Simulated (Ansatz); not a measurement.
**Si48C47 (charge −1): single-point calculation (part 2 of 2)**

Si48C47 (defect cell, 95 atoms in the cell, total charge −1); DFT, r2SCAN, PAW, plane waves (Ansatz 0.2.0); cutoff 500 eV, 1×1×1 k-mesh, Fermi–Dirac smearing of 0.01 eV. 

## Output, continued
```
--- Forces (eV/Å), atoms counted from 1 ---
  atom   1  Si     0.03185671     0.01228364     0.00046373
  atom   2  Si     0.00560870    -0.03696884     0.02489285
  atom   3  Si    -0.00891811     0.01916214     0.00253557
  atom   4  Si    -0.03292643    -0.03655090    -0.01837655
  atom   5  Si     0.00385261     0.02150883    -0.02128643
  atom   6  Si     0.15185718     0.02070247     0.01314539
  atom   7  Si     0.00004665     0.07844121    -0.00046657
  atom   8  Si     0.03784739     0.01270718    -0.00724664
  atom   9  Si    -0.00750448     0.00160624    -0.02895199
  atom  10  Si    -0.07566719    -0.11593927     0.05401146
  atom  11  Si    -0.01204250    -0.02001787    -0.00235341
  atom  12  Si     0.03107403     0.01861304     0.01762399
  atom  13  Si     0.00077519     0.00191098     0.00074857
  atom  14  Si     0.04004492     0.03267026    -0.02147289
  atom  15  Si     0.00503318     0.01195076    -0.00933707
  atom  16  Si    -0.00447682    -0.00172457    -0.00224235
  atom  17  Si     0.01251415     0.00077546     0.01322922
  atom  18  Si     0.02406526    -0.01986433    -0.02777120
  atom  19  Si    -0.00299045    -0.00692953     0.00312139
  atom  20  Si     0.00215371     0.00543816     0.00268545
  atom  21  Si     0.00523527    -0.00862020     0.01362655
  atom  22  Si    -0.01028052    -0.04525036    -0.00421477
  atom  23  Si     0.00598896    -0.00461464    -0.00184356
  atom  24  Si    -0.00408915    -0.00679435     0.00124411
  atom  25  Si     0.00607352     0.00436115    -0.00765768
  atom  26  Si    -0.00699348    -0.00639458    -0.01274461
  atom  27  Si    -0.00718203     0.03107445    -0.00873782
  atom  28  Si     0.00677647    -0.00422177    -0.00388547
  atom  29  Si     0.01970553    -0.01706122     0.02350181
  atom  30  Si     0.00204076     0.00307744    -0.00862477
  atom  31  Si     0.00317099     0.00605093    -0.00388960
  atom  32  Si    -0.02765002     0.02355407     0.00308788
  atom  33  Si     0.01572258    -0.01387522    -0.00980359
  atom  34  Si     0.00128094    -0.00805928    -0.01545663
  atom  35  Si    -0.03714371    -0.01289710    -0.01424952
  atom  36  Si     0.00501435    -0.00643461    -0.01032573
  atom  37  Si    -0.00934058     0.00368258     0.00358338
  atom  38  Si     0.00332170     0.00623552    -0.00071784
  atom  39  Si     0.00451640     0.00514355     0.00635990
  atom  40  Si    -0.00569746     0.00268803     0.00438887
  atom  41  Si    -0.00606074     0.00587986     0.00833290
  atom  42  Si     0.00698618    -0.01543326     0.02829444
  atom  43  Si    -0.00351994     0.00280855     0.02770576
  atom  44  Si    -0.00580582     0.00044418    -0.00042070
  atom  45  Si    -0.01508576     0.00573393     0.01114747
  atom  46  Si     0.01422728    -0.00007342     0.01983293
  atom  47  Si     0.00373048    -0.00527187     0.00831508
  atom  48  Si    -0.00575710    -0.00238147    -0.00091014
  atom  49  C      0.00963237    -0.00301121    -0.00877775
  atom  50  C     -0.00620687    -0.01610484    -0.00189177
  atom  51  C     -0.01161996     0.00088563    -0.00073681
  atom  52  C      0.01417691     0.00830287    -0.00394282
  atom  53  C     -0.00133014    -0.01187926    -0.00937986
  atom  54  C     -0.04036730    -0.06074781    -0.06484830
  atom  55  C     -0.02874906     0.01246873    -0.03908680
  atom  56  C      0.00621617    -0.00700345    -0.00809871
  atom  57  C      0.00055897    -0.00281764    -0.01475391
  atom  58  C      0.03674895     0.05520332    -0.05045791
  atom  59  C     -0.00918228     0.00939894    -0.00696311
  atom  60  C      0.01506712     0.00645283    -0.00767908
  atom  61  C     -0.00655385    -0.00293672    -0.00383191
  atom  62  C      0.00404908     0.00192461     0.00323099
  atom  63  C      0.00408562    -0.00203774    -0.00069584
  atom  64  C      0.00767123     0.00885832     0.00277705
  atom  65  C     -0.00027085    -0.00672067     0.00320384
  atom  66  C      0.00209187    -0.00534241     0.04081618
  atom  67  C     -0.05288577     0.02024422     0.07808072
  atom  68  C     -0.00743227     0.00245903    -0.00517079
  atom  69  C      0.01865376    -0.00962836     0.01217586
  atom  70  C      0.01371969     0.00170180     0.04976132
  atom  71  C     -0.00024525     0.00588077     0.00044717
  atom  72  C      0.00322266    -0.00587616     0.00596957
  atom  73  C     -0.01728055    -0.00527515    -0.00787945
  atom  74  C     -0.10979655    -0.05394892    -0.02517103
  atom  75  C     -0.02610951    -0.02530235     0.00528628
  atom  76  C     -0.01592345    -0.00633941     0.00034670
  atom  77  C      0.02809447    -0.03643217     0.00858216
  atom  78  C     -0.02919440     0.04548084     0.00724073
  atom  79  C     -0.04842440    -0.01590505    -0.01182979
  atom  80  C      0.04727738    -0.01896351    -0.01518909
  atom  81  C      0.01798415     0.13957260    -0.04496772
  atom  82  C      0.00594208     0.02106246    -0.00655539
  atom  83  C     -0.01308958     0.01738549    -0.01032595
  atom  84  C      0.00227777     0.00021033     0.00684481
  atom  85  C      0.00283592     0.00017860     0.00411990
  atom  86  C      0.00368728    -0.00137721     0.00146970
  atom  87  C     -0.00732181     0.00310420     0.00424485
  atom  88  C      0.01002248    -0.00241375     0.02077080
  atom  89  C      0.00956817    -0.00082348     0.01035824
  atom  90  C      0.00622575    -0.00342983     0.00497046
  atom  91  C      0.00043341    -0.00201149    -0.00629863
  atom  92  C     -0.00660176     0.00616183     0.00848577
  atom  93  C     -0.00104225     0.00145936     0.00743454
  atom  94  C      0.00684395    -0.00369051     0.01253449
  atom  95  C      0.00116826    -0.00155055     0.00636192
  max |Σ_I F_I| component: 1.27e-4 eV/Å
--- Charged-cell corrections in eV (Makov–Payne, q = -1.000 e, ε = 9.700) ---
  F (periodic)     = -42515.946219  (uncorrected; the corrections below are reported, never added to it)
  E_corr1          = +0.210028  (monopole, q²α_M/2εL)
  F Makov-Payne    = -42515.736191  (F + E_corr1; no measured alignment; for a localised charge, not one spread in a band: unchecked)
--- Band table (eV) ---
  k-point 0 ↑: bands = ["-6.6539", "-6.1105", "-6.0231", "-5.9029", "-5.4861", "-5.3873", "-5.2700", "-5.0426", "-4.8446", "-4.7689", ... 76 levels left out ..., "3.6809", "3.7650", "3.8660", "3.9185", "3.9859", "4.0261", "4.0534", "4.1128", "4.1298", "4.3281", "4.4006", "4.5404", "4.6257", "4.7057", "4.7388", "4.8065", "4.8706", "4.9061", "5.1060", "5.1754", "5.2075", "5.2360", "5.2641", "5.3654", "5.3938", "5.4315", "5.4543", "5.4882", "5.5244",
      "5.5724", "5.5984", "5.6477", "5.7095", "5.7187", "5.7369", "5.7915", "5.8294", "5.9171", "5.9623", "6.0016", "6.0313", "6.1013", "6.1422", "6.1801", "6.2171", "6.3019", "6.3687", "6.4405", "6.4975", "6.5246", "6.5465", "6.5659", "6.6006", "6.6120", "6.7031", "6.7389", "6.7840", "6.8978", "6.9474", "6.9665", "6.9886", "7.0503", "7.0773", "7.1252", "7.1450", "7.1847", "7.2241", "7.2580", "7.2768",
      "7.2996", "7.3335", "7.3660", "7.4273", "7.4489", "7.4798", "7.5196", "7.5663", "7.5971", "7.6273", "7.6708", "7.6977", "7.7339", "7.7899", "7.8215", "7.8463", "7.8708", "7.9138", "7.9412", "7.9967", "8.0676", "8.1014", "8.1738", "8.2141", "8.2906", "8.3710", "8.4522", "8.5314", "8.5575", "8.6251", "8.7207", "8.7341", "8.9079", "9.0938", "10.6825", "11.0743", "12.1173", "12.3927", "12.5438", "12.7072",
      "12.7937", "12.9588", "13.1497", "13.2812", "13.3909", "13.5176", "13.5214", "13.6093", "13.7130", "13.7476", "13.7786", "13.8588", "13.9259", "14.0537", "14.1362", "14.3146", "14.3606", "14.5257", "14.5981", "14.7200", "14.8137", "14.8285", "14.8604", "14.8849", "14.9774", "14.9862", "15.0311", "15.0879", "15.1673", "15.1938", "15.3177", "15.3591", "15.4251", "15.5742", "15.6258", "15.7048", "15.7432", "15.8076", "15.8209", "15.8731",
      "15.9315", "15.9891", "16.0496", "16.0890", "16.1544", "16.1878", "16.2129", "16.2433", "16.2803", "16.3073", "16.3482", "16.4031", "16.4434", "16.4489", "16.5779", "16.6571", "16.7046", "16.7656", "16.7927", "16.8202", "16.8743", "16.9527", "16.9858", "17.0090", "17.0702", "17.0844", "17.1077", "17.1385", "17.1933", "17.2590", "17.3462", "17.3694", "17.3819", "17.4173", "17.4485", "17.4990", "17.5151", "17.5558", "17.6334", "17.6588",
      "17.7027", "17.7668", "17.7990", "17.8381", "17.8719", "17.9032", "17.9394", "17.9641", "17.9851", "18.0285", "18.0763"]
  k-point 0 ↓: bands = ["-6.6462", "-6.1036", "-6.0131", "-5.8943", "-5.4761", "-5.3805", "-5.2582", "-5.0343", "-4.8355", "-4.7579", ... 76 levels left out ..., "3.6923", "3.7753", "3.8810", "3.9279", "3.9922", "4.0355", "4.0742", "4.1330", "4.1496", "4.3526", "4.4254", "4.5500", "4.6361", "4.7166", "4.7587", "4.8230", "4.8823", "4.9196", "5.1331", "5.1886", "5.2177", "5.2428", "5.2757", "5.3758", "5.4046", "5.4392", "5.4644", "5.5010", "5.5370",
      "5.5798", "5.6147", "5.6579", "5.7208", "5.7259", "5.7485", "5.7990", "5.8384", "5.9297", "5.9757", "6.0149", "6.0498", "6.1224", "6.1567", "6.1937", "6.2312", "6.3157", "6.3795", "6.4533", "6.5096", "6.5340", "6.5601", "6.5716", "6.6147", "6.6213", "6.7229", "6.7499", "6.7992", "6.9111", "6.9599", "6.9800", "6.9978", "7.0612", "7.0872", "7.1371", "7.1593", "7.1948", "7.2357", "7.2686", "7.2860",
      "7.3131", "7.3441", "7.3774", "7.4365", "7.4608", "7.4973", "7.5364", "7.5760", "7.6063", "7.6369", "7.6855", "7.7104", "7.7590", "7.8044", "7.8354", "7.8574", "7.8817", "7.9254", "7.9531", "8.0145", "8.0785", "8.1144", "8.1875", "8.2270", "8.3047", "8.3862", "8.4621", "8.5509", "8.5774", "8.6393", "8.7318", "8.7465", "8.9221", "9.1082", "10.8214", "11.9381", "12.3099", "12.4325", "12.5749", "12.7394",
      "12.8278", "12.9807", "13.1883", "13.3192", "13.4130", "13.5358", "13.5464", "13.6208", "13.7365", "13.7754", "13.8180", "13.8919", "13.9603", "14.0748", "14.1665", "14.3308", "14.3881", "14.5466", "14.6196", "14.7465", "14.8346", "14.8525", "14.8762", "14.9027", "14.9928", "15.0028", "15.0523", "15.1008", "15.1921", "15.2257", "15.3343", "15.3787", "15.4442", "15.5898", "15.6429", "15.7270", "15.7641", "15.8236", "15.8318", "15.8977",
      "15.9552", "16.0117", "16.0681", "16.1040", "16.1748", "16.2037", "16.2396", "16.2610", "16.2975", "16.3309", "16.3645", "16.4191", "16.4602", "16.4757", "16.5899", "16.6804", "16.7191", "16.7801", "16.8187", "16.8400", "16.8952", "16.9655", "17.0017", "17.0307", "17.0903", "17.1054", "17.1211", "17.1561", "17.2122", "17.2809", "17.3589", "17.3843", "17.4032", "17.4302", "17.4753", "17.5118", "17.5377", "17.5679", "17.6504", "17.6838",
      "17.7199", "17.7810", "17.8212", "17.8658", "17.8926", "17.9239", "17.9616", "17.9788", "18.0159", "18.0473", "18.0875"]
--- Löwdin populations: 95 sites ---
  site symbol       q [e]    m [muB]
     0     Si      2.8930     0.0001
     1     Si      2.9027     0.0003
     2     Si      2.8961     0.0012
     3     Si      2.8853     0.0069
     4     Si      2.8886     0.0040
     5     Si      3.2286     0.0382
     6     Si      3.3111     0.3275
     7     Si      2.8894     0.0059
     8     Si      2.8890     0.0006
     9     Si      3.2199     0.0389
    10     Si      2.8942     0.0011
    11     Si      2.9043     0.0015
    12     Si      2.9046    -0.0001
    13     Si      2.9132     0.0023
    14     Si      2.8989     0.0006
    15     Si      2.9029     0.0002
    16     Si      2.8986     0.0015
    17     Si      3.3993     0.2335
    18     Si      2.8969     0.0003
    19     Si      2.9056     0.0002
    20     Si      2.8999     0.0030
    21     Si      2.9131     0.0020
    22     Si      2.9052     0.0003
    23     Si      2.9073    -0.0001
    24     Si      2.9034    -0.0000
    25     Si      2.9032     0.0005
    26     Si      2.9002     0.0021
    27     Si      2.8998     0.0004
    28     Si      2.9067     0.0211
    29     Si      2.9029     0.0002
    30     Si      2.9036     0.0002
    31     Si      2.8964    -0.0001
    32     Si      2.8992    -0.0002
    33     Si      2.9034     0.0007
    34     Si      2.8984     0.0027
    35     Si      2.9022     0.0006
    36     Si      2.8888     0.0002
    37     Si      2.8899     0.0004
    38     Si      2.8884     0.0004
    39     Si      2.8865     0.0014
    40     Si      2.8870    -0.0002
    41     Si      2.8871     0.0117
    42     Si      2.8825     0.0007
    43     Si      2.8886     0.0020
    44     Si      2.8842     0.0006
    45     Si      2.8867     0.0107
    46     Si      2.8881     0.0005
    47     Si      2.8887     0.0014
    48      C      5.0277     0.0001
    49      C      5.0254    -0.0008
    50      C      5.0290     0.0010
    51      C      5.0282     0.0020
    52      C      5.0273    -0.0002
    53      C      4.9991     0.0219
    54      C      5.0153    -0.0019
    55      C      5.0287     0.0018
    56      C      5.0312     0.0005
    57      C      4.9979     0.0141
    58      C      5.0293     0.0009
    59      C      5.0256    -0.0002
    60      C      5.0270     0.0003
    61      C      5.0258     0.0008
    62      C      5.0274     0.0001
    63      C      5.0287     0.0012
    64      C      5.0293     0.0005
    65      C      5.0256     0.0089
    66      C      5.0059     0.0416
    67      C      5.0277    -0.0001
    68      C      5.0273     0.0004
    69      C      5.0257     0.0155
    70      C      5.0273     0.0002
    71      C      5.0264     0.0008
    72      C      5.0379     0.0020
    73      C      4.9876    -0.0032
    74      C      5.0162     0.0056
    75      C      5.0391     0.0000
    76      C      5.0359     0.0238
    77      C      5.0216     0.0072
    78      C      5.0316     0.0061
    79      C      5.0342     0.0304
    80      C      4.9881    -0.0009
    81      C      5.0362     0.0001
    82      C      5.0299     0.0024
    83      C      5.0379     0.0002
    84      C      5.0398     0.0001
    85      C      5.0425     0.0091
    86      C      5.0404    -0.0010
    87      C      5.0450     0.0129
    88      C      5.0386     0.0002
    89      C      5.0404     0.0000
    90      C      5.0469     0.0022
    91      C      5.0416    -0.0009
    92      C      5.0373     0.0006
    93      C      5.0432     0.0092
    94      C      5.0399    -0.0004
  spilling = 0.010671 (of n_electrons = 381.000000)
```

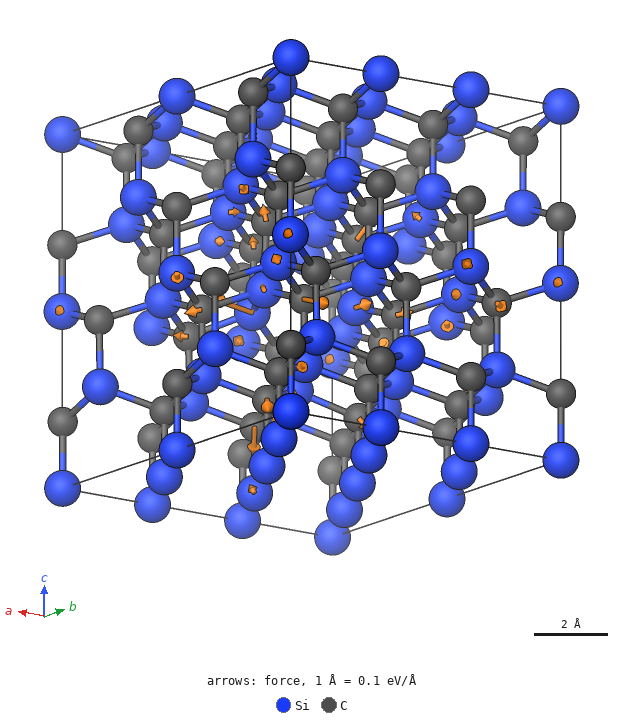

Forces on the atoms as orange arrows (ball-and-stick view of the cell of the calculation, seen at an oblique angle); the smallest are left out. The largest act on Si6, Si10 (0.15 eV/Å); C81 (0.15 eV/Å); C74 (0.12 eV/Å); C54, C67 (0.10 eV/Å), among others. Atoms are counted from 1 in the order of the input and aren't labelled in the picture. 

## Results in brief

| quantity | value |
| --- | --- |
| outcome | converged |
| electrons treated | 381 |
| free energy | −42515.9462 eV |
| Fermi energy | 11.506 eV |
| net moment of the cell | 1.00 μB |
| largest force (length of the vector) | 0.154 eV/Å |
| hardware | 1 × NVIDIA GB300 Max-Q, 8 threads of Arm Neoverse-V2, 125 GiB of memory available, shared host |
| wall time | 8.5 s (CPU time 25 s) |
| peak memory | 3.2 GiB |

## Remarks

Warnings of the run: the fixed-moment state was not checked against others; the state was not tested for a lower one. The k-point mesh is coarse for a cell of this size, so the results may not be converged.
